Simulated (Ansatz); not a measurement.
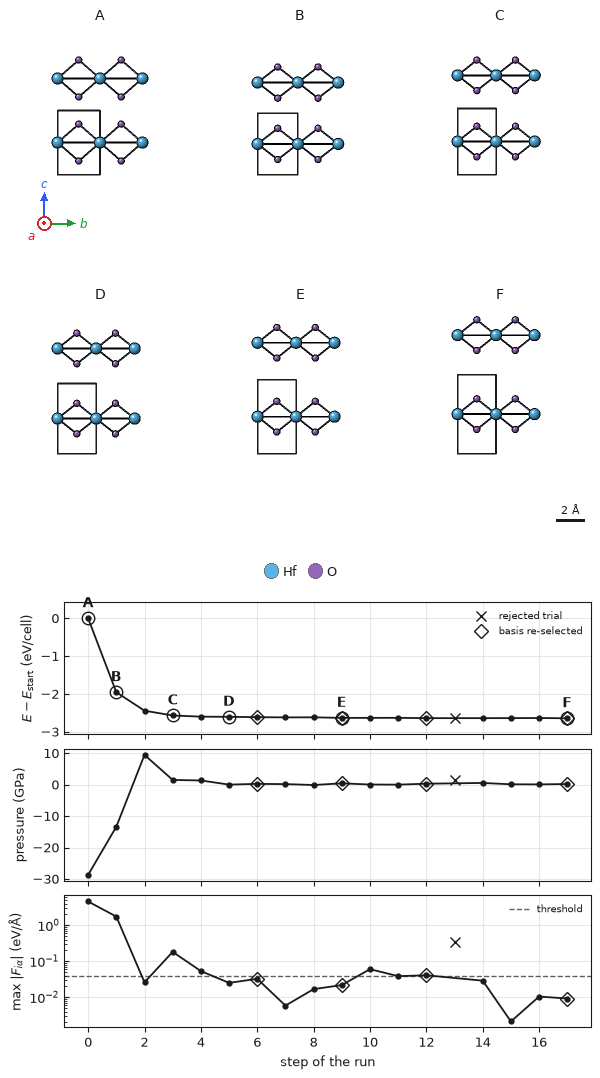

Frames of a relaxation of solid HfO$_{2}$ (a generated structure, set up in P4/mmm) (coarse preliminary run), marked on the history of the run. A ball-and-stick model of the cell of the calculation, repeated 1 × 2 × 2 with one cell outlined, seen along the a axis.

Computed with DFT PBE, scalar-relativistic, plane waves, PAW in Ansatz. (plane-wave cutoff 420 eV; k-point mesh 6 × 6 × 4; occupations gaussian; smearing width 0.1 eV; no spin polarisation; cell and atoms relaxed; force threshold 0.04 eV/Å; at most 70 steps)

Describe the path.

Answer. After 12 accepted moves (17 points after the start) the energy has fallen by 2.643 eV per cell of the calculation. The largest force component goes from 4.6 to 0.0092 eV/Å. The pressure goes from −28.69 to 0.20 GPa. The line search rejected the trial step at point 13 of the run. At 4 points the geometry stayed and the basis and grid were re-selected for the new cell (energy shift of 14.7 meV per cell of the calculation at most each time). The largest moves relative to the cell, 0.54 Å, are those of O atoms. Hf stays in place. Cell: a = b 3.082 → 2.795 Å (−9.3 %), c 4.660 → 5.740 Å (+23.2 %). Volume +1.3 %. Among the contacts that change: Hf–O 2.560 → 2.269 Å, Hf–Hf 3.082 → 2.795 Å. Bond angles that change, for instance: Hf–O–Hf 116.7° → 121.1°. The space group stays P4/mmm (No. 123). From step 0 to 1: O atoms move most (0.15 Å), volume −13.5 %, energy −1.954 eV per cell of the calculation. From step 1 to 3: O atoms move most (0.12 Å), volume −1.3 %, energy −0.615 eV per cell of the calculation. From step 3 to 5: O atoms move most (0.06 Å), volume +5.8 %, energy −35.6 meV per cell of the calculation. From step 5 to 9: O atoms move most (0.06 Å), volume +5.0 %, energy −27.6 meV per cell of the calculation. From step 9 to 17: O atoms move most (0.08 Å), volume +6.8 %, energy −10.7 meV per cell of the calculation.

```csv
step,"E − E(0), meV/atom","largest force component, eV/Å","pressure, GPa","volume, Å³/atom",note
0,0.00,4.5526,-28.69,14.758,
1,-651.17,1.7361,-13.38,12.763,
2,-814.03,0.0259,9.47,11.797,
3,-856.23,0.1814,1.50,12.596,
4,-866.41,0.0532,1.34,12.983,
5,-868.09,0.0250,0.02,13.326,
6,-871.01,0.0324,0.25,13.326,"same geometry, new basis"
7,-872.90,0.0059,0.18,13.704,
8,-872.40,0.0168,-0.10,13.993,
9,-877.30,0.0218,0.43,13.993,"same geometry, new basis"
10,-877.19,0.0600,0.05,14.359,
11,-876.87,0.0385,0.01,14.483,
12,-879.63,0.0407,0.31,14.483,"same geometry, new basis"
13,-878.22,0.3313,1.61,14.483,rejected
14,-879.64,0.0288,0.55,14.483,
15,-879.35,0.0021,0.12,14.697,
16,-878.48,0.0104,0.09,14.949,
17,-880.86,0.0092,0.20,14.949,"same geometry, new basis"
```
